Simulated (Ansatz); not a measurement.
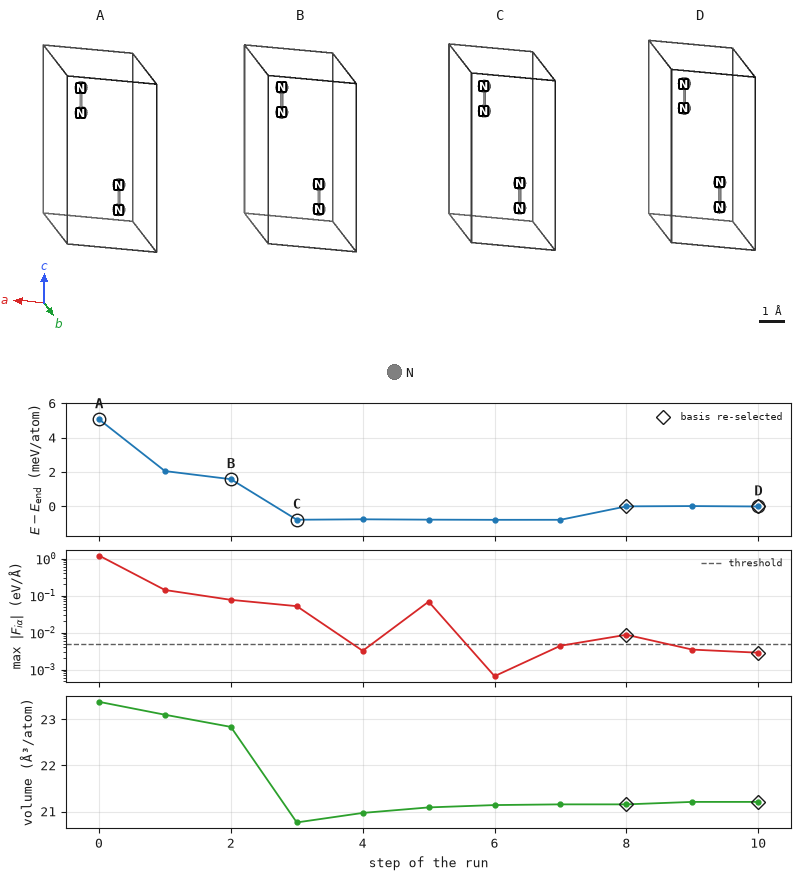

Frames of a relaxation of solid N (built on the database structure type), marked on the history of the run. The picture is a ball-and-stick view of the cell of the calculation, seen from a free direction.

These are results of DFT, r2SCAN+rVV10, plane waves, PAW (Ansatz 0.2.0), not measurements. (plane-wave cutoff 500 eV; k-point mesh 12 × 12 × 4; occupations fermi dirac; smearing width 0.02 eV; no spin polarisation; cell and atoms relaxed; force threshold 0.005 eV/Å)

Describe the path.

The largest moves relative to the cell, 0.021 Å, are those of N atoms. Cell: a = b 3.817 → 3.580 Å (−6.2 %), c 7.415 → 7.642 Å (+3.1 %). Volume −9.3 %. Some distances before and after: N–N 1.102 → 1.094 Å. The space group stays P6_3/mmc (No. 194). After 8 accepted moves (10 points after the start) the energy has fallen by 5.1 meV per atom. The largest force component goes from 1.2 to 0.0029 eV/Å. The pressure goes from −1.66 to 0.00 GPa. At 2 points the geometry stayed and the basis and grid were re-selected for the new cell (energy shift of 0.8 meV per atom at most each time). From step 0 to 2: volume −2.3 %, energy −3.5 meV per atom. From step 2 to 3: volume −9.1 %, energy −2.4 meV per atom. From step 3 to 10: volume +2.1 %, energy +0.8 meV per atom.

| step | E − E(0), meV/atom | largest force component, eV/Å | pressure, GPa | volume, Å³/atom | note |
| --- | --- | --- | --- | --- | --- |
| 0 | 0.00 | 1.2095 | -1.66 | 23.383 |  |
| 1 | -3.01 | 0.1417 | 0.05 | 23.102 |  |
| 2 | -3.48 | 0.0768 | -0.02 | 22.838 |  |
| 3 | -5.84 | 0.0518 | -0.01 | 20.763 |  |
| 4 | -5.82 | 0.0032 | 0.03 | 20.969 |  |
| 5 | -5.84 | 0.0686 | 0.11 | 21.089 |  |
| 6 | -5.85 | 0.0007 | 0.00 | 21.140 |  |
| 7 | -5.84 | 0.0044 | 0.01 | 21.155 |  |
| 8 | -5.06 | 0.0087 | 0.02 | 21.155 | same geometry, new basis |
| 9 | -5.05 | 0.0035 | 0.00 | 21.209 |  |
| 10 | -5.07 | 0.0029 | 0.00 | 21.209 | same geometry, new basis |
